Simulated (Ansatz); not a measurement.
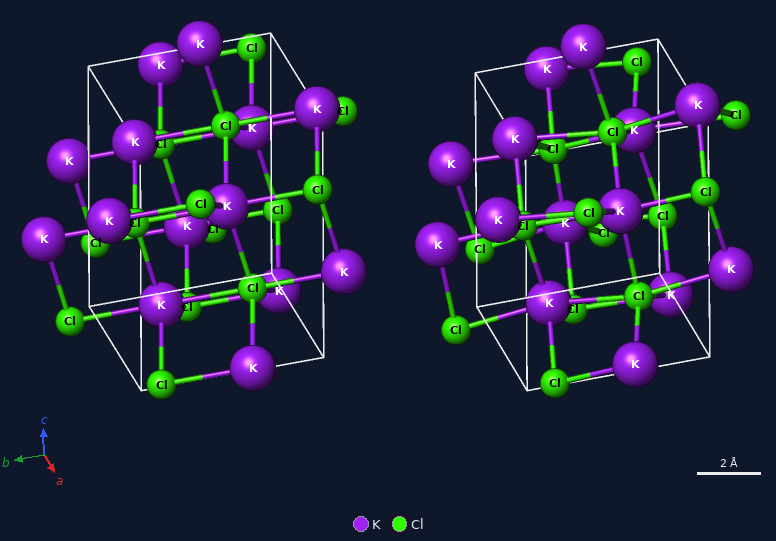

Two geometries of a crystal of KCl (built on the h-MgO (five-fold) type), drawn at one scale. One is the start of a relaxation, the other its converged end. A ball-and-stick model of the cell of the calculation, reduced to other axes, seen from a free direction. Lengths and directions refer to the drawn axes.

Method: DFT, PBEsol, plane waves, PAW in Ansatz. Set-up: plane-wave cutoff 420 eV; k-point mesh 4 × 4 × 4; occupations fermi dirac; smearing width 0.05 eV; no spin polarisation; cell and atoms relaxed; force threshold 0.01 eV/Å; at most 120 steps.

### Which of the two is the end point?

The left one is the relaxed one. Case: shaken. The energy falls by 78.6 meV per atom in 3 accepted moves (4 points after the start). The largest force component goes from 1.4 to 0.0019 eV/Å. Pressure: 1.41 GPa at the start and 0.00 GPa at the end. The SCF was repeated once at an unchanged geometry on a basis and grid sized afresh for the cell, which shifted the energy by less than 0.05 meV per atom at most. A K atom moves most relative to the cell: 0.38 Å roughly along [3 −1 −1]. By element the largest moves are K 0.38 Å, Cl 0.33 Å. The volume changes by +2.8 %, with a 5.263 → 5.305 Å (+0.8 %), b 6.218 → 6.189 Å (−0.5 %), c 8.952 → 9.168 Å (+2.4 %), α 89.6° → 90.0°, β 90.0° → 90.1°, γ 88.9° → 90.0°. Near-neighbour distances that change, for instance: Cl–K 3.587 → 3.059 Å, Cl–K 2.557 → 3.059 Å, Cl–K 2.703 → 3.060 Å, Cl–K 3.378 → 3.094 Å. Among the angles between lasting bonds that change: K–Cl–K 163.8° → 179.9°, Cl–K–Cl 163.8° → 179.9°, Cl–K–Cl 104.4° → 90.0°. Within 0.06 Å the space group is P1 at the start and P6_3/mmc at the end; at a tighter tolerance small leftover displacements or strains of the cell lower it. The run took 72 s on 2 threads of Arm Neoverse V2, on a shared host, peak memory 0.64 GiB.
